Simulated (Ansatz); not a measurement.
System: GaCo.

```
CELL_PARAMETERS angstrom
2.88310 2.88310 0.00000
-2.88310 2.88310 0.00000
0.00000 0.00000 2.88310
ATOMIC_POSITIONS crystal
Ga 0.00000 0.50000 0.50000
Ga 0.50000 0.00000 0.50000
Co 0.47547 0.50000 0.96532
Co 0.97547 0.00000 0.96532
```

Space group Cm; changed on purpose from its base cell (atom 2 (Co) moved by (-0.100, -0.100) A along [1 1 0] and z); not relaxed (largest force 0.8 eV/Å); computed pressure about −7 GPa in this cell; computed without spin polarisation.

Method: DFT PBEsol, scalar-relativistic, plane waves, PAW in Ansatz.

Predict the valence pseudo-density and electron localisation function between the atoms.

Ga–Co (2.36 Å): ρ at the midpoint is about 0.42 e/Å³; the ELF is about 0.30 at the midpoint.
Ga–Co (2.52 Å): the density is about 0.31 e/Å³ at the midpoint; the ELF is about 0.30 at the midpoint.
Ga–Co (2.64 Å): the density is about 0.26 e/Å³ at the midpoint; the ELF is about 0.30 at the midpoint (no shared electron pair shows on this line).

Does the calculation make it a metal, or give it a gap?

It is metallic or semimetallic at this level of theory: no gap opens.

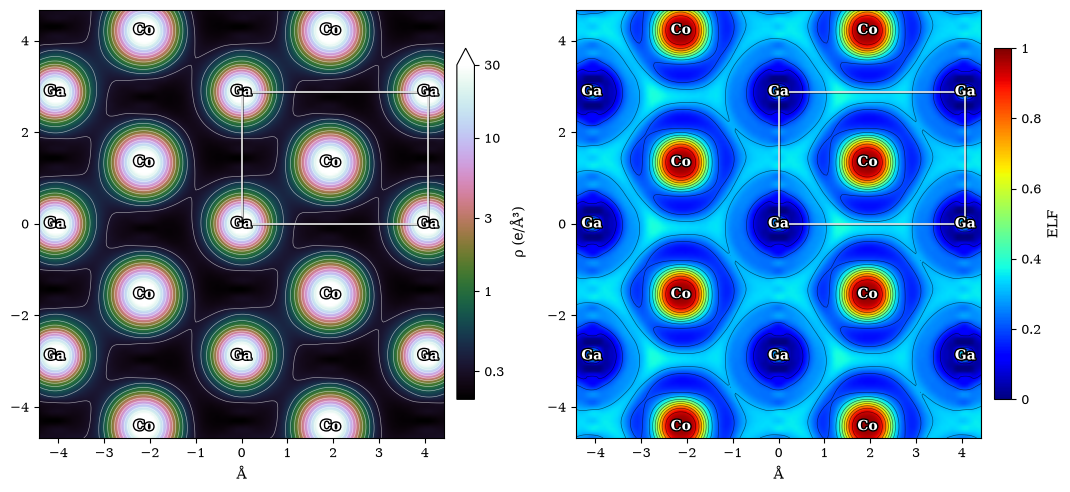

Computed valence pseudo-density and electron localisation function on the (010) plane of the conventional cell, in this order. 

The density is the valence pseudo-density of a PAW calculation; it isn't the true density close to the nuclei.
